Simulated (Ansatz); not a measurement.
**Geometry relaxation of Ir**

- system: Ir (1 atom in the cell)
- method: DFT PBE, scalar-relativistic, plane waves, PAW, no spin polarisation (Ansatz 0.2.0)

The structure was made by a generator, so it may or may not be a known phase. Figures and captions count atoms from 1; the log counts them from 0 in places.

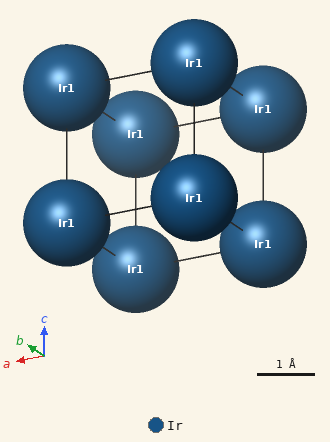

Fig. 1: The input geometry (spheres-only view of the cell of the calculation, seen at an oblique angle; atoms are numbered from 1 in the order of the input). An atom can appear more than once, as a periodic image.

## Summary

- outcome: converged
- space group (tolerance 0.01 Å): Pm-3m (221)
- electrons treated: 17
- free energy: −11934.3079 eV
- Fermi energy: 20.279 eV
- gap on the k-point mesh: none (metallic)
- pressure: −0.01 GPa
- final volume: 16.99 Å³
- largest force (length of the vector) at the end: under 0.001 eV/Å
- final cell: a = 2.571 Å, b = 2.571 Å, c = 2.571 Å, α = 90.00°, β = 90.00°, γ = 90.00°
- hardware: 1 thread of Intel Xeon @ 2.50GHz (Skylake/Cascade Lake), 189 GiB of memory available, shared host
- wall time: 40 s
- peak memory: 0.4 GiB

Spin–orbit coupling is left out, which matters for Ir.

## Input file
```yaml
crystal:
  lattice:
    - [2.5671240081, 0.0, 0.0]
    - [0.0, 2.5671240081, 0.0]
    - [0.0, 0.0, 2.5671240081]
  atoms:
    - { symbol: Ir, position: [0.0, 0.0, 0.0] }
basis:
  ecutwfc: 420
kpoints:
  mp_grid: { grid: [22, 22, 22] }
hamiltonian:
  xc: pbe
scf:
  occupations: { method: gaussian, width: 0.1 }
output:
  forces: true
  stress: true
  eigenvalues: true
  write_density: true
  write_potential: true
  elf: true
  volumetric_format: npy
relax:
  adjacent_minimum: "off"
  f_tol: 0.01
  max_steps: 80
  cell: { stress_tol: 0.05 }
```

Launched with:
```bash
ansatz run input.yaml --threads 1 --pin off --max-ram 2560MiB --backend cpu --events-out ev --progress --plain --runs-dir out
```

## Output
```
Engine: ansatz 0.2.0, x86_64-unknown-linux-gnu
Pseudopotentials: kind: paw
Pseudopotential: Ir, paw, valence charge 17, recommended cutoff 420 eV (normal), Ir.paw.azcp
Functional definition: PBE
  parameter kappa = 0.804
  parameter beta = 0.06672455060314922
  exchange = pbe_x(kappa = kappa, mu = beta*pi^2/3)
  correlation = pbe_c(beta = beta)
Crystal: 1 atoms, lattice volume = 16.918 Å³
Basis set: ecut = 420 eV, 341 PW (Γ), exchange–correlation on 36×36×36 points (8 copies of the dense FFT grid, shifted against one another)
Bands: 13, of which v1, the nominal top of the filled ones, is band 9 counted from 1 (8 counted from 0)
Symmetry: 48 space group operations
Space group: Pm-3m (ITA 221), of the structure as read, at distance tolerance 2.6e-5 Å
k-points: 364 of 10648
Non-local potential: Ir, projectors of the file, l = 0: 3, l = 1: 2, l = 2: 2, l = 3: 1
PAW form: soft (Blöchl's): semilocal exchange-correlation on the pseudo side does not see the compensation charge
PAW one-centre angular grid: Ir, 590 points (default); XC on 64 Gauss nodes
Initial density: superposition of atomic densities (neutral atoms: chi_scale 0, normalization atom), corrected by the library's trained network
Initial wavefunctions: pseudopotential atomic-orbital guess
Functional: x = pbe(κ = 0.804, μ = 0.2195149727645171), c = pbe(β = 0.06672455060314922)
SCF iter   1: F=—  HF=-11934.306713 eV  |F-HF|=—  |Δ(HF+E_count)|=         —  Δρ=2.20e-3  dr2=3.38e-4  ethr=1.77e-3  ⟨swp⟩=5.0  Hψ=24721  notcnv=0
preconditioner: auto → none  [metal: Δε(μ)=0.008 eV  Ē_g=12.741 eV  σ=0.100 eV  W_gap=0.05  n_scr=6 (ndim 8)  ℏωp=27.1 eV  f_vac=0.000  D(μ)=1.73/eV (n_scr^D=26)  sad-step TF]
SCF iter   2: F=—  HF=-11934.307345 eV  |F-HF|=—  |Δ(HF+E_count)|=   6.32e-4  Δρ=1.25e-3  dr2=1.16e-4  ethr=1.99e-6  ⟨swp⟩=2.7  Hψ=10074  notcnv=0
SCF iter   3: F=—  HF=-11934.307680 eV  |F-HF|=—  |Δ(HF+E_count)|=   3.35e-4  Δρ=2.50e-4  dr2=8.88e-6  ethr=6.81e-7  ⟨swp⟩=2.0  Hψ=5928  notcnv=0
SCF iter   4: F=—  HF=-11934.307650 eV  |F-HF|=—  |Δ(HF+E_count)|=   3.03e-5  Δρ=5.63e-5  dr2=1.94e-7  ethr=5.22e-8  ⟨swp⟩=2.2  Hψ=6679  notcnv=0
iter 5 did not close the SCF: its close was put off for the readings that it lacked (scf_convergence_deferred on its scf_iter line)
SCF iter   5: F=-11934.307650 eV  HF=-11934.307650 eV  |F-HF|=7.52e-9  |Δ(HF+E_count)|=   1.60e-7  Δρ=8.26e-6  dr2=3.00e-9  ethr=1.14e-9  ⟨swp⟩=2.0  Hψ=6404  notcnv=0
SCF iter   6: F=-11934.307650 eV  HF=-11934.307650 eV  |F-HF|=7.28e-11  |Δ(HF+E_count)|=   8.31e-9  Δρ=1.33e-6  dr2=8.82e-11  ethr=1.77e-11  ⟨swp⟩=5.4  Hψ=23276  notcnv=0
SCF 1 converged in 6 iterations: F = -11934.307650 eV  dr2 = 8.82e-11
  greatest PAW one-centre occupation: 1.000 electrons in one spin orbital (limit 2), on the Ir atom at site 0 (counted from 0), in its partial waves of l = 0
relax step   1: F+E_penalty+E_count = -11934.30765011 eV  Δ(F+E_penalty+E_count) = +0.000e0 eV  max|allowed force component| = 0.000e0 eV/Å  Δτ_max = 0.0000 Å  P = +1.020 GPa  Ω = 16.918 Å³  (6 SCF iters, dr2 threshold 1.00e-7 eV, accepted)
Crystal: 1 atoms, lattice volume = 17.075 Å³
Initial density: handed on by an earlier stage of this run
Initial wavefunctions: those handed on with the density
iter 1 solved again at ethr=3.78e-8 eV; its pass at ethr=3.10e-3 eV (dr2=6.43e-6 eV) is discarded
SCF iter   1: F=—  HF=-11934.307493 eV  |F-HF|=—  |Δ(HF+E_count)|=         —  Δρ=2.53e-4  dr2=6.03e-6  ethr=3.78e-8  ⟨swp⟩=3.5  Hψ=33842  notcnv=0
preconditioner: auto → none  [metal: Δε(μ)=0.004 eV  Ē_g=12.649 eV  σ=0.100 eV  W_gap=0.02  n_scr=6 (ndim 8)  ℏωp=27.0 eV  f_vac=0.000  D(μ)=1.76/eV (n_scr^D=26)]
SCF iter   2: F=—  HF=-11934.307461 eV  |F-HF|=—  |Δ(HF+E_count)|=   3.13e-5  Δρ=1.20e-4  dr2=1.46e-6  ethr=3.54e-8  ⟨swp⟩=1.0  Hψ=4732  notcnv=0
SCF iter   3: F=—  HF=-11934.307462 eV  |F-HF|=—  |Δ(HF+E_count)|=   9.45e-7  Δρ=4.45e-5  dr2=3.39e-7  ethr=8.59e-9  ⟨swp⟩=2.4  Hψ=6323  notcnv=0
SCF iter   4: F=-11934.307462 eV  HF=-11934.307462 eV  |F-HF|=1.56e-10  |Δ(HF+E_count)|=   1.14e-7  Δρ=5.92e-6  dr2=1.54e-9  ethr=5.88e-10  ⟨swp⟩=7.8  Hψ=26847  notcnv=0
SCF 2 converged in 4 iterations: F = -11934.307462 eV  dr2 = 1.54e-9
relax step   2: F+E_penalty+E_count = -11934.30746214 eV  Δ(F+E_penalty+E_count) = +1.880e-4 eV  max|allowed force component| = 0.000e0 eV/Å  Δτ_max = 0.0000 Å  P = -1.242 GPa  Ω = 17.075 Å³  energy of the carried Pulay correction = -6.918e-5 eV  (4 SCF iters, dr2 threshold 1.00e-7 eV, rejected (line search))
Crystal: 1 atoms, lattice volume = 16.988 Å³
iter 1 solved again at ethr=1.06e-8 eV; its pass at ethr=3.10e-3 eV (dr2=1.80e-6 eV) is discarded
SCF iter   1: F=—  HF=-11934.307872 eV  |F-HF|=—  |Δ(HF+E_count)|=         —  Δρ=1.40e-4  dr2=1.82e-6  ethr=1.06e-8  ⟨swp⟩=3.5  Hψ=33131  notcnv=0
preconditioner: auto → none  [metal: Δε(μ)=0.006 eV  Ē_g=12.698 eV  σ=0.100 eV  W_gap=0.04  n_scr=6 (ndim 8)  ℏωp=27.0 eV  f_vac=0.000  D(μ)=1.75/eV (n_scr^D=26)]
SCF iter   2: F=—  HF=-11934.307840 eV  |F-HF|=—  |Δ(HF+E_count)|=   3.20e-5  Δρ=6.57e-5  dr2=4.34e-7  ethr=1.06e-8  ⟨swp⟩=1.0  Hψ=4732  notcnv=0
SCF iter   3: F=—  HF=-11934.307840 eV  |F-HF|=—  |Δ(HF+E_count)|=   2.63e-7  Δρ=2.47e-5  dr2=1.02e-7  ethr=2.55e-9  ⟨swp⟩=2.4  Hψ=6329  notcnv=0
SCF iter   4: F=—  HF=-11934.307840 eV  |F-HF|=—  |Δ(HF+E_count)|=   3.42e-8  Δρ=3.38e-6  dr2=4.88e-10  ethr=6.03e-10  ⟨swp⟩=2.3  Hψ=6700  notcnv=0
SCF iter   5: F=—  HF=-11934.307840 eV  |F-HF|=—  |Δ(HF+E_count)|=  4.55e-11  Δρ=3.37e-7  dr2=1.89e-11  ethr=2.87e-12  ⟨swp⟩=2.2  Hψ=6283  notcnv=0
SCF iter   6: F=-11934.307840 eV  HF=-11934.307840 eV  |F-HF|=3.64e-12  |Δ(HF+E_count)|=  3.64e-12  Δρ=3.59e-8  dr2=4.25e-14  ethr=1.00e-12  ⟨swp⟩=5.0  Hψ=17022  notcnv=0
SCF 3 converged in 6 iterations: F = -11934.307840 eV  dr2 = 4.25e-14
relax step   3: F+E_penalty+E_count = -11934.30784022 eV  Δ(F+E_penalty+E_count) = -1.901e-4 eV  max|allowed force component| = 0.000e0 eV/Å  Δτ_max = 0.0000 Å  P = -0.010 GPa  Ω = 16.988 Å³  energy of the carried Pulay correction = -3.112e-5 eV  (6 SCF iters, accepted)
Initial wavefunctions: pseudopotential atomic-orbital guess (no wavefunctions were taken with the density)
iter 1 solved again at ethr=4.30e-9 eV; its pass at ethr=3.10e-3 eV (dr2=7.30e-7 eV) is discarded
SCF iter   1: F=—  HF=-11934.307905 eV  |F-HF|=—  |Δ(HF+E_count)|=         —  Δρ=1.38e-5  dr2=5.47e-9  ethr=4.30e-9  ⟨swp⟩=3.3  Hψ=38895  notcnv=0
preconditioner: auto → none  [metal: Δε(μ)=0.007 eV  Ē_g=12.698 eV  σ=0.100 eV  W_gap=0.04  n_scr=6 (ndim 8)  ℏωp=27.0 eV  f_vac=0.000  D(μ)=1.75/eV (n_scr^D=26)]
SCF iter   2: F=—  HF=-11934.307873 eV  |F-HF|=—  |Δ(HF+E_count)|=   3.25e-5  Δρ=6.14e-6  dr2=1.00e-9  ethr=3.22e-11  ⟨swp⟩=2.1  Hψ=7743  notcnv=0
SCF iter   3: F=—  HF=-11934.307873 eV  |F-HF|=—  |Δ(HF+E_count)|=  1.58e-10  Δρ=1.17e-6  dr2=1.34e-10  ethr=5.89e-12  ⟨swp⟩=2.4  Hψ=7284  notcnv=0
SCF iter   4: F=-11934.307873 eV  HF=-11934.307873 eV  |F-HF|=3.64e-12  |Δ(HF+E_count)|=  2.00e-11  Δρ=3.24e-7  dr2=3.45e-12  ethr=1.00e-12  ⟨swp⟩=3.7  Hψ=20690  notcnv=0
SCF 4 converged in 4 iterations: F = -11934.307873 eV  dr2 = 3.45e-12
relax step   4: F+E_penalty+E_count = -11934.30787252 eV  Δ(F+E_penalty+E_count) = -3.230e-5 eV  max|allowed force component| = 0.000e0 eV/Å  Δτ_max = 0.0000 Å  P = -0.014 GPa  Ω = 16.988 Å³  stress off target by 1.38e-2 GPa  SCF on the basis re-selected at this cell (its energy is not comparable with the rows above)  (4 SCF iters)
```

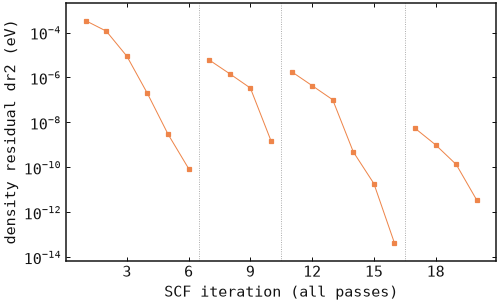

Fig. 2: Convergence of the self-consistent field: density residual dr2 against the SCF iteration. The dotted lines part the SCF passes of the relaxation: geometry steps, rejected trials and re-solves on a re-selected basis. The passes take 6, 4, 6 and 4 iterations.

```
basis re-selected at this cell: Δ(F+E_penalty+E_count) = -3.230e-5 eV, ΔP = -0.003 GPa vs the last step (what re-selecting the basis moved, of the pressure what is left beyond the Pulay correction that the steps carried, after the strain that the cell walked since its last selection, with what the two solves' SCF thresholds leave and, on support functions, any second-order correction that the steps lacked; it is no measure of the basis error at this ecutwfc). This SCF's stress stands 1.38e-2 GPa from its target on what of the cell is left free (relax.cell.stress_tol is 5.00e-2 GPa) and its largest allowed force component is 0.00e0 eV/Å (relax.f_tol is 1.00e-2 eV/Å): within both
SCF converged after 4 iterations
Free energy (F): -11934.307873 eV
Harris-Foulkes:  -11934.307873 eV  (|F-HF|=3.64e-12)
Internal energy: -11934.299130 eV  (E = F + TS)
E sigma→0 (E₀):  -11934.303501 eV
Entropy (-TS):   -0.008742 eV (-8.742 meV/atom)
Fermi energy:    20.279395 eV
--- Per-component energies (eV) ---
  E_band       = -162.614527
  E_kinetic    = 621.612916
  E_local      = -1358.812073  (includes V_loc(G=0)·N_el)
  E_nonlocal   = 74.438912
  E_hartree    = 515.517573
  E_xc         = -266.640922
  E_vxc        = -298.287267  (∫ρ·V_xc dr)
  E_paw        = -9223.866401  (= ΣΔE_a)
  E_vpaw       = -232.602232  (= ΣTr[D̂ρ^β])
  E_aug_tail   = 0.000066  (compensation charges beyond the density's cutoff)
  E_ewald      = -2296.549202
  E_smearing   = -0.008742  (= −TS)
  E_closure    = 0.000000  (closes the sum)
  Σ components = -11934.307873   (vs F -11934.307873, Δ=0.00e0)
--- Forces (eV/Å), atoms counted from 1 ---
  atom   1  Ir    -0.00000000     0.00000000     0.00000000
  max |Σ_I F_I| component: 2.30e-31 eV/Å
--- Stress (GPa, compression-positive) ---
       -0.013765       0.000000       0.000000
        0.000000      -0.013765       0.000000
        0.000000       0.000000      -0.013765
  P = ⅓ Tr σ = -0.0138 GPa (-0.138 kbar)
--- Band table (eV; the first three rows and the last of 364) ---
  k-point 0: bands = ["-71.8752", "-28.4111", "-28.4111", "-28.4111", "11.1985", "14.3577", "14.3577", "21.5771", "21.5771", "21.5771", "35.5990", "35.5990", "35.5990"]
  k-point 1: bands = ["-71.8743", "-28.4264", "-28.4099", "-28.4099", "11.2632", "14.3711", "14.4191", "21.5052", "21.5052", "21.5825", "35.1657", "35.7205", "35.7205"]
  k-point 2: bands = ["-71.8716", "-28.4708", "-28.4062", "-28.4062", "11.4506", "14.4103", "14.6053", "21.3010", "21.3010", "21.5984", "34.1354", "36.0711", "36.0711"]
  k-point 363: bands = ["-71.7388", "-28.9725", "-28.9725", "-28.9725", "15.1627", "15.1627", "15.1627", "23.8192", "23.8192", "29.3841", "30.9522", "30.9522", "30.9522"]
--- Relaxed structure (3 steps of the walk, 2 accepted, 1 SCFs on fresh bases) ---
  F+E_penalty+E_count = -11934.30787252 eV   max|allowed force component| = 0.000e0 eV/Å   (the final SCF, on the basis selected at the relaxed cell)
  cell:  # Å, volume = 16.9882 Å³
    - [2.570684416852641, -1.0271626370065256e-33, 0.0]
    - [-1.0271626370065256e-33, 2.570684416852641, 0.0]
    - [0.0, 0.0, 2.570684416852641]
  atoms:
    - { symbol: Ir, position: [0.0, 0.0, 0.0] }
```

## Trajectory as extended XYZ (Å, eV, eV/Å), 4 frames, from step=1 to step=4
```
1
Lattice="2.5671 0.0000 0.0000 0.0000 2.5671 0.0000 0.0000 0.0000 2.5671" Properties=species:S:1:pos:R:3:forces:R:3 step=1 energy=-11934.30765 pressure_GPa=1.02
Ir    0.0000    0.0000    0.0000    0.0000   0.0000   0.0000
1
Lattice="2.5750 0.0000 0.0000 0.0000 2.5750 0.0000 0.0000 0.0000 2.5750" Properties=species:S:1:pos:R:3:forces:R:3 step=2 energy=-11934.30746 pressure_GPa=-1.24 accepted=F
Ir    0.0000    0.0000    0.0000    0.0000   0.0000   0.0000
1
Lattice="2.5707 0.0000 0.0000 0.0000 2.5707 0.0000 0.0000 0.0000 2.5707" Properties=species:S:1:pos:R:3:forces:R:3 step=3 energy=-11934.30784 pressure_GPa=-0.01
Ir    0.0000    0.0000    0.0000    0.0000   0.0000   0.0000
1
Lattice="2.5707 0.0000 0.0000 0.0000 2.5707 0.0000 0.0000 0.0000 2.5707" Properties=species:S:1:pos:R:3:forces:R:3 step=4 energy=-11934.30787 pressure_GPa=-0.01
Ir    0.0000    0.0000    0.0000    0.0000   0.0000   0.0000
```

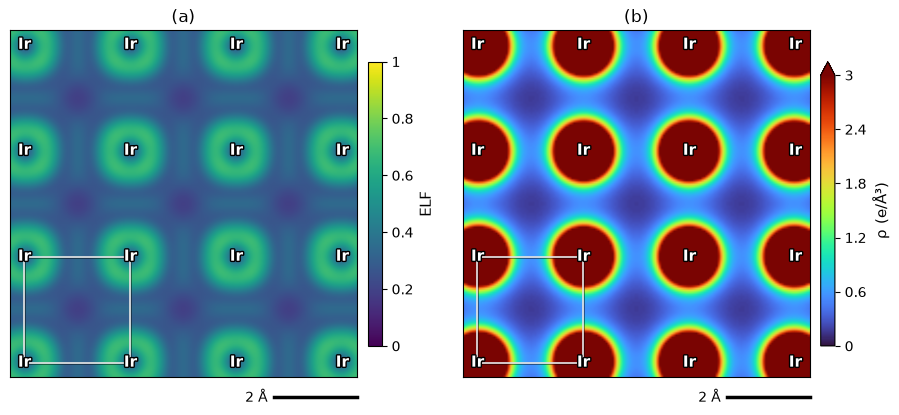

Fig. 3: (a) ELF; (b) valence charge density (pseudo) on the (010) plane of the conventional cell. Atoms in the plane: Ir. Ir–Ir (2.57 Å): ρ at the midpoint is about 0.56 e/Å³; the ELF is about 0.35 at the midpoint, which marks metallic bonding. Away from the nuclei the density in this plane falls to 0.17 e/Å³ at its lowest. The strong features right at Ir lie inside the PAW spheres (semicore, d or f shells) and say nothing about bonding. The fields are those of the smooth PAW valence density.

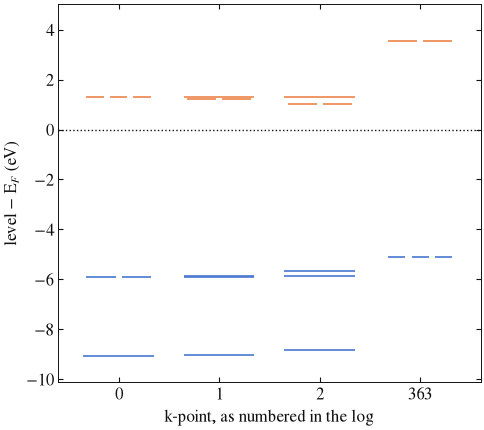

Fig. 4: Kohn–Sham levels near the Fermi level (dotted) at the few k-points that the log prints; levels within 0.02 eV of each other stand side by side. The system is metallic on the full mesh.
